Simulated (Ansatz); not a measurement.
# Geometry relaxation of Si (part 1 of 2)

Si (P6₃/mmc, 2 atoms in the cell), computed with DFT LDA, scalar-relativistic, plane waves, PAW, no spin polarisation (Ansatz 0.2.0).

The structure derives from a Materials Project entry.

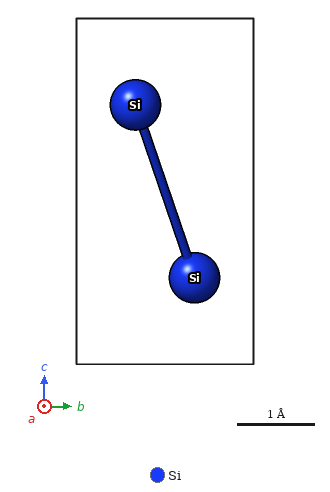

**Figure 1.** The input geometry (ball-and-stick view of the cell of the calculation, along the a axis). An atom can appear more than once, as a periodic image.

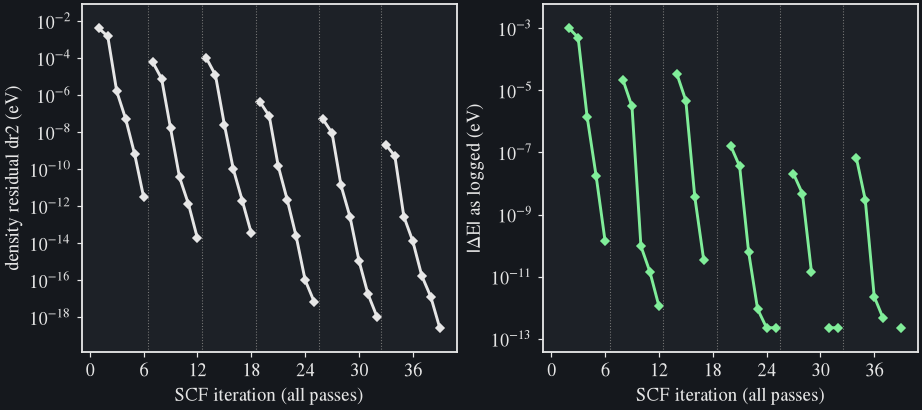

**Figure 2.** Convergence of the self-consistent field: density residual dr2 and size of the energy change against the SCF iteration. The dotted lines part the SCF passes of the relaxation: geometry steps, rejected trials and re-solves on a re-selected basis. The 6 passes take 6 to 7 iterations each, 39 in all.

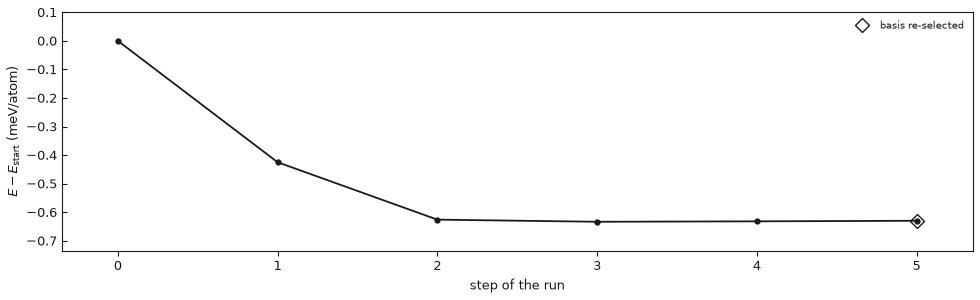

**Figure 3.** Progress of the relaxation, step by step (the first geometry is step 0 here and step 1 in the log).

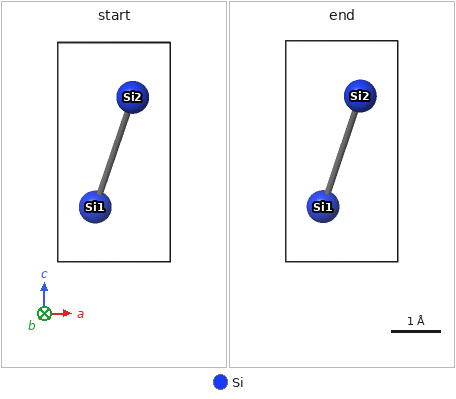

**Figure 4.** Before (left) and after (right) the relaxation, at one scale (ball-and-stick view of the cell of the calculation, along the b axis). No atom moves by more than 0.005 Å relative to the cell. Cell: a = b 2.666 → 2.651 Å (−0.5 %), c 4.506 → 4.542 Å (+0.8 %). Volume −0.3 %. Among the contacts that change: Si1–Si1 2.666 → 2.651 Å, Si1–Si2 2.729 → 2.739 Å. The space group stays P6_3/mmc (No. 194). After 4 geometry steps the energy has fallen by 0.6 meV per atom. All forces vanish by symmetry, so only the cell relaxes. Pressure: −0.38 GPa at the start and 0.00 GPa at the end. A last SCF at the same geometry on a re-selected plane-wave basis shifts the energy by +0.0 meV per atom. (Atoms are counted from 1 in the order of the input.)

The input that produced these results follows, with the program's output.

### The input
```yaml
crystal:
  lattice:
    - [2.6655775094, 0.0, 0.0]
    - [-1.3327887547, 2.3084578389, 0.0]
    - [0.0, 0.0, 4.50626927]
  atoms:
    - { symbol: Si, position: [0.33333333, 0.66666667, 0.25] }
    - { symbol: Si, position: [0.66666667, 0.33333333, 0.75] }
basis:
  ecutwfc: 420
kpoints:
  mp_grid: { grid: [18, 18, 10] }
hamiltonian:
  xc: lda
scf:
  occupations: { method: gaussian, width: 0.1 }
output:
  forces: true
  stress: true
  eigenvalues: true
relax:
  adjacent_minimum: "off"
  f_tol: 0.005
  max_steps: 80
  cell: { stress_tol: 0.05 }
```

Command:
```bash
ansatz run input.yaml --threads 2 --pin off --max-ram 5120MiB --backend cpu --events-out ev --progress --plain --runs-dir out
```

### Log
```
Engine: ansatz 0.2.0, x86_64-unknown-linux-gnu
Pseudopotentials: kind: paw
Pseudopotential: Si, paw, valence charge 4, recommended cutoff 420 eV (normal), Si.paw.azcp
Functional definition: SPW92
  exchange = slater_x
  correlation = pw_c
Crystal: 2 atoms, lattice volume = 27.729 Å³
Basis set: ecut = 420 eV, 549 PW (Γ)
Bands: 8, of which v1, the nominal top of the filled ones, is band 4 counted from 1 (3 counted from 0)
Symmetry: 24 space group operations
Space group: P63/mmc (ITA 194), of the structure as read, at distance tolerance 3.0e-5 Å
k-points: 222 of 3240
Non-local potential: Si, projectors of the file, l = 0: 2, l = 1: 2, l = 2: 2
PAW form: soft (Blöchl's): semilocal exchange-correlation on the pseudo side does not see the compensation charge
PAW frozen core: Si, regenerated for the run's functional, and the local potential with it (the file was generated under x = pbe(κ = 0.804, μ = 0.2195149727645171), c = pbe(β = 0.06672455060314922))
PAW one-centre angular grid: Si, 110 points (default); XC on 64 Gauss nodes
Initial density: superposition of atomic densities (neutral atoms: chi_scale 0, normalization atom), corrected by the library's trained network
Initial wavefunctions: pseudopotential atomic-orbital guess
Functional: x = slater, c = lda
SCF iter   1: F=—  HF=-1216.467624 eV  |F-HF|=—  |Δ(HF+E_count)|=         —  Δρ=4.54e-3  dr2=4.04e-3  ethr=1.77e-3  ⟨swp⟩=5.0  Hψ=13858  notcnv=0
preconditioner: auto → none  [metal: Δε(μ)=0.033 eV  Ē_g=10.265 eV  σ=0.100 eV  W_gap=0.18  n_scr=2 (ndim 8)  ℏωp=19.9 eV  f_vac=0.000  D(μ)=0.89/eV (n_scr^D=2)  sad-step TF]
SCF iter   2: F=—  HF=-1216.466632 eV  |F-HF|=—  |Δ(HF+E_count)|=   9.92e-4  Δρ=2.70e-3  dr2=1.51e-3  ethr=5.05e-5  ⟨swp⟩=1.0  Hψ=3554  notcnv=0
SCF iter   3: F=—  HF=-1216.466133 eV  |F-HF|=—  |Δ(HF+E_count)|=   4.99e-4  Δρ=1.07e-4  dr2=1.61e-6  ethr=1.89e-5  ⟨swp⟩=2.0  Hψ=2576  notcnv=0
SCF iter   4: F=—  HF=-1216.466132 eV  |F-HF|=—  |Δ(HF+E_count)|=   1.43e-6  Δρ=1.37e-5  dr2=5.13e-8  ethr=2.02e-8  ⟨swp⟩=2.1  Hψ=2498  notcnv=0
iter 5 did not close the SCF: its close was put off for the readings that it lacked (scf_convergence_deferred on its scf_iter line)
SCF iter   5: F=-1216.466132 eV  HF=-1216.466132 eV  |F-HF|=5.87e-11  |Δ(HF+E_count)|=   1.80e-8  Δρ=2.01e-6  dr2=6.41e-10  ethr=6.41e-10  ⟨swp⟩=1.9  Hψ=2397  notcnv=0
SCF iter   6: F=-1216.466132 eV  HF=-1216.466132 eV  |F-HF|=0.00e0  |Δ(HF+E_count)|=  1.43e-10  Δρ=1.60e-7  dr2=3.07e-12  ethr=8.02e-12  ⟨swp⟩=2.0  Hψ=6146  notcnv=0
SCF 1 converged in 6 iterations: F = -1216.466132 eV  dr2 = 3.07e-12
  greatest PAW one-centre occupation: 0.680 electrons in one spin orbital (limit 2), on the Si atom at site 1 (counted from 0), in its partial waves of l = 0
relax step   1: F+E_penalty+E_count = -1216.46613185 eV  Δ(F+E_penalty+E_count) = +0.000e0 eV  max|allowed force component| = 3.978e-16 eV/Å  Δτ_max = 0.0000 Å  P = -0.375 GPa  Ω = 27.729 Å³  (6 SCF iters, dr2 threshold 1.00e-7 eV, accepted)
Crystal: 2 atoms, lattice volume = 27.672 Å³
Initial density: handed on by an earlier stage of this run
Initial wavefunctions: those handed on with the density
iter 1 solved again at ethr=7.09e-7 eV; its pass at ethr=3.10e-3 eV (dr2=5.67e-5 eV) is discarded
SCF iter   1: F=—  HF=-1216.467006 eV  |F-HF|=—  |Δ(HF+E_count)|=         —  Δρ=4.51e-4  dr2=6.19e-5  ethr=7.09e-7  ⟨swp⟩=2.4  Hψ=14747  notcnv=0
preconditioner: auto → none  [metal: Δε(μ)=0.022 eV  Ē_g=10.286 eV  σ=0.100 eV  W_gap=0.12  n_scr=2 (ndim 8)  ℏωp=20.0 eV  f_vac=0.000  D(μ)=0.79/eV (n_scr^D=2)]
SCF iter   2: F=—  HF=-1216.466985 eV  |F-HF|=—  |Δ(HF+E_count)|=   2.15e-5  Δρ=1.62e-4  dr2=7.80e-6  ethr=7.09e-7  ⟨swp⟩=1.1  Hψ=1820  notcnv=0
iter 3 did not close the SCF: its close was put off for the readings that it lacked (scf_convergence_deferred on its scf_iter line)
SCF iter   3: F=-1216.466982 eV  HF=-1216.466982 eV  |F-HF|=2.95e-10  |Δ(HF+E_count)|=   3.05e-6  Δρ=1.10e-5  dr2=1.61e-8  ethr=9.76e-8  ⟨swp⟩=1.9  Hψ=2404  notcnv=0
iter 4 did not close the SCF: its close was put off for the readings that it lacked (scf_convergence_deferred on its scf_iter line)
SCF iter   4: F=-1216.466982 eV  HF=-1216.466982 eV  |F-HF|=9.55e-12  |Δ(HF+E_count)|=  9.60e-11  Δρ=5.38e-7  dr2=3.64e-11  ethr=2.01e-10  ⟨swp⟩=1.7  Hψ=2139  notcnv=0
iter 5 did not close the SCF: its close was put off for the readings that it lacked (scf_convergence_deferred on its scf_iter line)
SCF iter   5: F=-1216.466982 eV  HF=-1216.466982 eV  |F-HF|=9.09e-13  |Δ(HF+E_count)|=  1.43e-11  Δρ=1.18e-7  dr2=1.28e-12  ethr=1.00e-12  ⟨swp⟩=1.8  Hψ=2289  notcnv=0
SCF iter   6: F=-1216.466982 eV  HF=-1216.466982 eV  |F-HF|=4.55e-13  |Δ(HF+E_count)|=  1.14e-12  Δρ=1.14e-8  dr2=1.79e-14  ethr=1.00e-12  ⟨swp⟩=1.0  Hψ=4440  notcnv=0
SCF 2 converged in 6 iterations: F = -1216.466982 eV  dr2 = 1.79e-14
relax step   2: F+E_penalty+E_count = -1216.46698187 eV  Δ(F+E_penalty+E_count) = -8.500e-4 eV  max|allowed force component| = 1.573e-16 eV/Å  Δτ_max = 0.0000 Å  P = -0.141 GPa  Ω = 27.672 Å³  energy of the carried Pulay correction = +1.419e-5 eV  (6 SCF iters, dr2 threshold 2.00e-7 eV, accepted)
Crystal: 2 atoms, lattice volume = 27.665 Å³
iter 1 solved again at ethr=1.12e-6 eV; its pass at ethr=3.10e-3 eV (dr2=8.92e-5 eV) is discarded
SCF iter   1: F=—  HF=-1216.467423 eV  |F-HF|=—  |Δ(HF+E_count)|=         —  Δρ=5.64e-4  dr2=9.82e-5  ethr=1.12e-6  ⟨swp⟩=2.5  Hψ=14787  notcnv=0
preconditioner: auto → none  [metal: Δε(μ)=0.027 eV  Ē_g=10.289 eV  σ=0.100 eV  W_gap=0.15  n_scr=2 (ndim 8)  ℏωp=20.0 eV  f_vac=0.000  D(μ)=0.66/eV (n_scr^D=2)]
SCF iter   2: F=—  HF=-1216.467388 eV  |F-HF|=—  |Δ(HF+E_count)|=   3.41e-5  Δρ=2.02e-4  dr2=1.22e-5  ethr=1.12e-6  ⟨swp⟩=1.1  Hψ=1893  notcnv=0
iter 3 did not close the SCF: its close was put off for the readings that it lacked (scf_convergence_deferred on its scf_iter line)
SCF iter   3: F=-1216.467384 eV  HF=-1216.467384 eV  |F-HF|=2.99e-9  |Δ(HF+E_count)|=   4.71e-6  Δρ=1.43e-5  dr2=2.51e-8  ethr=1.53e-7  ⟨swp⟩=1.9  Hψ=2396  notcnv=0
iter 4 did not close the SCF: its close was put off for the readings that it lacked (scf_convergence_deferred on its scf_iter line)
SCF iter   4: F=-1216.467384 eV  HF=-1216.467384 eV  |F-HF|=1.09e-11  |Δ(HF+E_count)|=   3.74e-9  Δρ=7.72e-7  dr2=9.70e-11  ethr=3.14e-10  ⟨swp⟩=1.6  Hψ=2054  notcnv=0
iter 5 did not close the SCF: its close was put off for the readings that it lacked (scf_convergence_deferred on its scf_iter line)
SCF iter   5: F=-1216.467384 eV  HF=-1216.467384 eV  |F-HF|=0.00e0  |Δ(HF+E_count)|=  3.39e-11  Δρ=1.44e-7  dr2=1.93e-12  ethr=1.21e-12  ⟨swp⟩=2.2  Hψ=2564  notcnv=0
SCF iter   6: F=-1216.467384 eV  HF=-1216.467384 eV  |F-HF|=0.00e0  |Δ(HF+E_count)|=    0.00e0  Δρ=1.82e-8  dr2=3.43e-14  ethr=1.00e-12  ⟨swp⟩=1.0  Hψ=4440  notcnv=0
SCF 3 converged in 6 iterations: F = -1216.467384 eV  dr2 = 3.43e-14
relax step   3: F+E_penalty+E_count = -1216.46738378 eV  Δ(F+E_penalty+E_count) = -4.019e-4 eV  max|allowed force component| = 2.035e-16 eV/Å  Δτ_max = 0.0000 Å  P = -0.076 GPa  Ω = 27.665 Å³  energy of the carried Pulay correction = +9.741e-6 eV  (6 SCF iters, dr2 threshold 2.00e-7 eV, accepted)
Crystal: 2 atoms, lattice volume = 27.630 Å³
iter 1 solved again at ethr=5.05e-9 eV; its pass at ethr=3.10e-3 eV (dr2=4.04e-7 eV) is discarded
```
